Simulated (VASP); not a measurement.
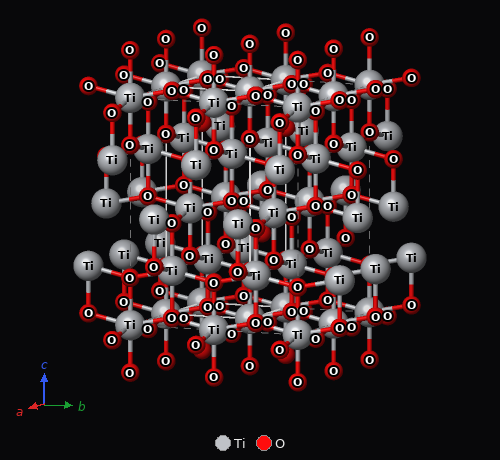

TiO₂ (space group I4_1/amd, No. 141). Coordinates: the geometry relaxed with VASP Kohn-Sham DFT of a periodic cell, BLYP with D3, VASP PAW PBE potentials, recommended in VASP.

Bonds are taken as O–Ti below 2.3 Å. Simplification: prune 0- and 1-connected atoms, fold 2-connected ones into links.

### What kind of net remains, and which atoms are its nodes?

A binodal (3,6)-connected, three-periodic net: O is a 3-connected node; Ti is a 6-connected node, in the ratio 2:1.

### Does the net have a name?

It is the ant net, known from anatase.

### Is the net interpenetrated?

It is a single net, without interpenetration.

### Give the first five terms of the coordination sequence (nodes one, two, three … edges away).

O: 3, 13, 16, 54, 42; Ti: 6, 8, 32, 28, 84.

The simplified net, drawn on the atoms' positions. Nodes are coloured by element. Edges to nodes outside the piece are drawn as stubs.

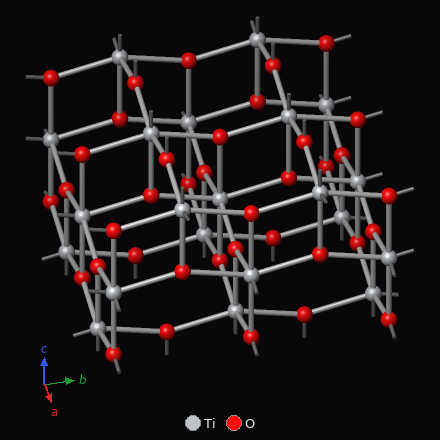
